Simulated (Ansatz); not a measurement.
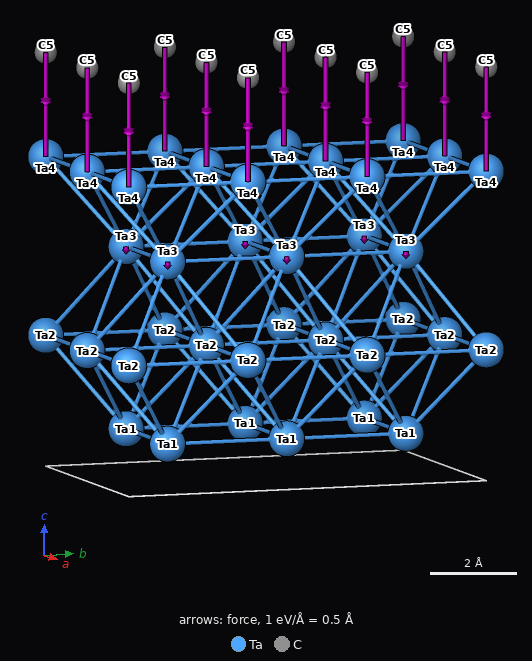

Starting geometry of a slab of composition Ta4C (cut from the Fm-3m phase) with the computed forces as purple arrows. A ball-and-stick model of the 2 × 3 repeat of the cell, outlined in the plane, without the vacuum, seen slightly off an axis.

Case: C put at a top Ta site. The slab is the (1 0 0) face of Ta with C on it. 2 atoms are held fixed.

Level of theory: DFT PBEsol, scalar-relativistic, plane waves, PAW (Ansatz).

Input file:
```yaml
crystal:
  lattice:
    - [2.9525883348, 0.0, 0.0]
    - [0.0, 2.9525883348, 0.0]
    - [0.0, 0.0, 25.2633857008]
  atoms:
    - { symbol: Ta, position: [0.5, 0.5, 0.3364552994] }
    - { symbol: Ta, position: [0.0, 0.0, 0.4190964489] }
    - { symbol: Ta, position: [0.5, 0.5, 0.5065613038] }
    - { symbol: Ta, position: [0.0, 0.0, 0.585864131] }
    - { symbol: C, position: [0.0, 0.0, 0.6832382529] }
basis:
  ecutwfc: 420
kpoints:
  mp_grid: { grid: [10, 10, 1] }
hamiltonian:
  xc: pbesol
scf:
  occupations: { method: gaussian, width: 0.1 }
output:
  forces: true
  eigenvalues: true
relax:
  adjacent_minimum: "off"
  f_tol: 0.03
  max_steps: 70
  constraints: [{ sites: [0, 1] }]
efield:
  axis: 3
  dipole_correction: true
  ramp_width: 0.04
```

Command:
```bash
ansatz run input.yaml --threads 2 --pin off --max-ram 5120MiB --backend cpu --events-out ev --progress --plain --runs-dir out
```

Question: What follows when this structure is relaxed?

Answer: It isn't relaxed: the largest force vector, on Ta4, is 3.05 eV/Å. The final displacements follow the starting forces only in part (cosine between the two patterns 0.82). Over 4 accepted moves (5 points after the start) the energy falls by 1.092 eV per cell of the calculation. Largest force component: 3.1 eV/Å at the start, 0.029 eV/Å at the end. The line search rejected the trial step at point 2 of the run. The atom that moves furthest is C5 (0.41 Å along the normal (−c)). By element the largest moves are C 0.41 Å, Ta 0.10 Å. The cell doesn't change. Among the contacts that change: Ta4–C5 2.460 → 1.956 Å, Ta3–Ta4 2.894 → 2.969 Å, Ta2–Ta3 3.040 → 3.034 Å. The run may lie on a higher electronic state than the lowest, so the end point isn't shown to be the ground-state structure.

Limits of the set-up: the periodic images lie only 3.0 Å apart, so the values are limited by the cell's size.
